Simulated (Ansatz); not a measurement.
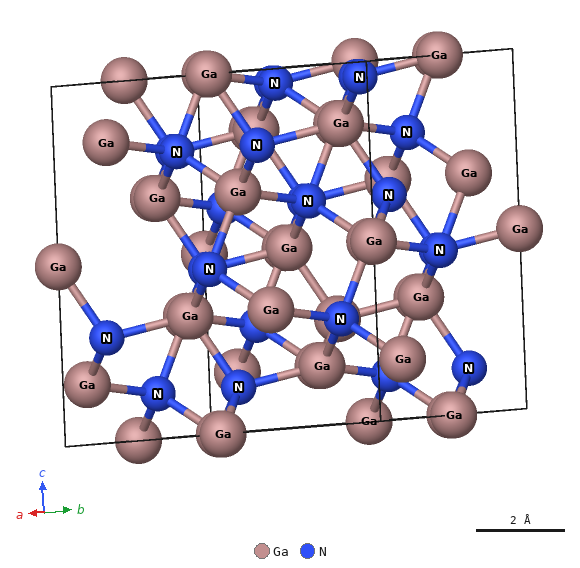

A defect cell of composition Ga25N23, before the relaxation. Style: ball-and-stick. Shown: the cell of the calculation (origin shifted), from a free direction.

Case: Ga on a N site (b), charge +0, atoms relaxed at the host's cell.

All numbers below come from DFT PBE, scalar-relativistic, plane waves, PAW in Ansatz.

Settings: plane-wave cutoff 420 eV; k-point mesh 3 × 3 × 3; occupations gaussian; smearing width 0.01 eV; no spin polarisation; atoms relaxed in a fixed cell; force threshold 0.025 eV/Å; at most 45 steps.

```xyz
48
Lattice="-3.2184 5.5744 5.2432 -3.2184 -5.5744 5.2432 6.4367 0.0000 5.2432" Properties=species:S:1:pos:R:3 pbc="T T T"
Ga    0.0000   -1.8581    7.8602
Ga   -1.6092    0.9291    7.8602
Ga   -1.6092    0.9291   13.1034
Ga    3.2184   -1.8581    7.8602
Ga   -3.2184   -1.8581    7.8602
Ga   -1.6092   -4.6453    7.8602
Ga    1.6092    0.9291    7.8602
Ga    1.6092    0.9291   13.1034
Ga    0.0000    3.7163    7.8602
Ga    4.8276    0.9291    7.8602
Ga    0.0000   -1.8581   13.1034
Ga   -3.2184    3.7163    7.8602
Ga   -1.6092   -0.9291   10.4818
Ga   -3.2184    1.8581   10.4818
Ga    0.0000   -3.7163   10.4818
Ga    1.6092   -0.9291   10.4818
Ga   -4.8276   -0.9291   10.4818
Ga    0.0000    1.8581    5.2386
Ga    0.0000    1.8581   10.4818
Ga    3.2184   -3.7163   10.4818
Ga    1.6092   -0.9291    5.2386
Ga    3.2184    1.8581   10.4818
Ga    1.6092    4.6453   10.4818
Ga   -1.6092   -0.9291    5.2386
Ga    0.0000   -1.8581    9.8355
N    -1.6092    0.9291    9.8355
N     1.6092   -4.6453    9.8355
N     3.2184   -1.8581    9.8355
N    -3.2184   -1.8581    9.8355
N     1.6092    0.9291    4.5923
N     1.6092    0.9291    9.8355
N    -4.8276    0.9291    9.8355
N     0.0000    3.7163    9.8355
N    -1.6092    0.9291    4.5923
N     3.2184    3.7163    9.8355
N     0.0000   -1.8581    4.5923
N    -1.6092   -0.9291    7.2139
N    -3.2184    1.8581    7.2139
N     0.0000   -3.7163    7.2139
N     1.6092   -0.9291    7.2139
N     1.6092   -0.9291   12.4571
N    -3.2184   -3.7163    7.2139
N     0.0000    1.8581    7.2139
N     0.0000    1.8581   12.4571
N    -1.6092    4.6453    7.2139
N     3.2184    1.8581    7.2139
N    -1.6092   -0.9291   12.4571
N     4.8276   -0.9291    7.2139
```

Q: Where does the relaxation end?

A: The largest moves, 0.32 Å, are those of Ga1, Ga13, Ga15 and Ga16. Ga16 goes along [1 −1 3]. By element the largest moves are Ga 0.32 Å, N 0.15 Å. The cell doesn't change. Near-neighbour distances that change, for instance: Ga13–Ga25 1.967 → 2.300 Å, Ga1–Ga25 1.975 → 2.224 Å, Ga13–N47 1.975 → 1.933 Å, Ga14–N32 1.967 → 1.943 Å. Among the angles between lasting bonds that change: Ga25–Ga16–N28 109.8° → 99.5°, Ga25–Ga16–N31 109.8° → 100.1°, N28–Ga16–N41 109.2° → 118.6°. After 5 accepted moves (6 points after the start) the energy has fallen by 4.310 eV per cell of the calculation. Largest force component: 7.2 eV/Å at the start, 0.019 eV/Å at the end. The line search rejected the trial step at point 5 of the run. The run took 7 min on 4 threads of Arm Neoverse V1, on a shared host, peak memory 3.3 GiB.

After the run, drawn alike:

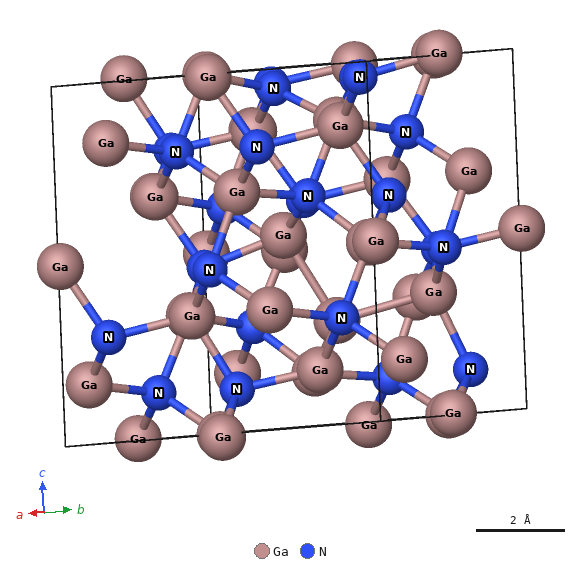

Limits of the set-up: the periodic images lie only 8.3 Å apart, so the values are limited by the cell's size.
